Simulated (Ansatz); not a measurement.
System: Bi$_{2}$Se$_{3}$ (slab).

The calculation's input:

```
crystal:
  lattice:
    - [4.1334363875, 0.0, 0.0]
    - [-2.0667181938, 3.5796609164, 0.0]
    - [0.0, 0.0, 58.9737018553]
  atoms:
    - { symbol: Se, position: [0.0, 0.0, 0.3597436231] }
    - { symbol: Bi, position: [0.3333333333, 0.6666666667, 0.3864379692] }
    - { symbol: Se, position: [0.6666666667, 0.3333333333, 0.4192216413] }
    - { symbol: Bi, position: [0.0, 0.0, 0.45190154] }
    - { symbol: Se, position: [0.3333333333, 0.6666666667, 0.4786703466] }
    - { symbol: Se, position: [0.6666666667, 0.3333333333, 0.5213296534] }
    - { symbol: Bi, position: [0.0, 0.0, 0.54809846] }
    - { symbol: Se, position: [0.3333333333, 0.6666666667, 0.5807783587] }
    - { symbol: Bi, position: [0.6666666667, 0.3333333333, 0.6135620308] }
    - { symbol: Se, position: [0.0, 0.0, 0.6402563769] }
  periodic: [true, true, false]
basis:
  ecutwfc: 420
kpoints:
  mp_grid: { grid: [12, 12, 1] }
hamiltonian:
  xc: pbe
  dispersion: d3bj
scf:
  occupations: { method: fixed }
output:
  forces: true
  stress: true
  eigenvalues: true
  write_density: true
  write_potential: true
  elf: true
  volumetric_format: npy
relax:
  adjacent_minimum: "off"
  f_tol: 0.0015
  max_steps: 50
  cell: { stress_2d_tol: 0.005 }
```

Launched as:

```sh
ansatz run input.yaml --threads 8 --pin off --max-ram 22528MiB --backend cpu --events-out ev --progress --plain --runs-dir out
```

The calculation used Ansatz 0.2.0, DFT PBE+D3(BJ), scalar-relativistic, plane waves, PAW.

**What can the converged valence pseudo-density and electron localisation function tell about the bonding?**

Bi–Se (2.86 Å): ρ at the midpoint is about 0.33 e/Å³; the ELF is about 0.45 at the midpoint and 0.35 at its lowest between the atoms.
Bi–Se (3.07 Å): ρ is about 0.22 e/Å³ halfway; the ELF is about 0.30 at the midpoint.

**Metal or insulator at this level of theory?**

It is gapped, with a Kohn–Sham gap of 0.53 eV on the k-point mesh, an upper bound to the gap of this method.

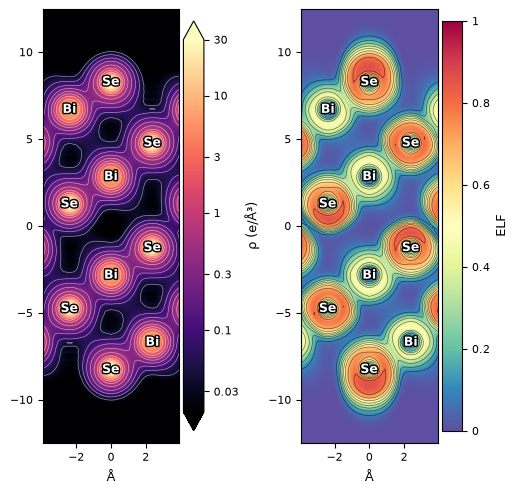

Computed valence pseudo-density and electron localisation function on the (110) plane of the calculation cell, a cut from vacuum to vacuum, in this order. 

Core electrons are frozen (PAW), and the valence fields are smoothed inside the atomic spheres.
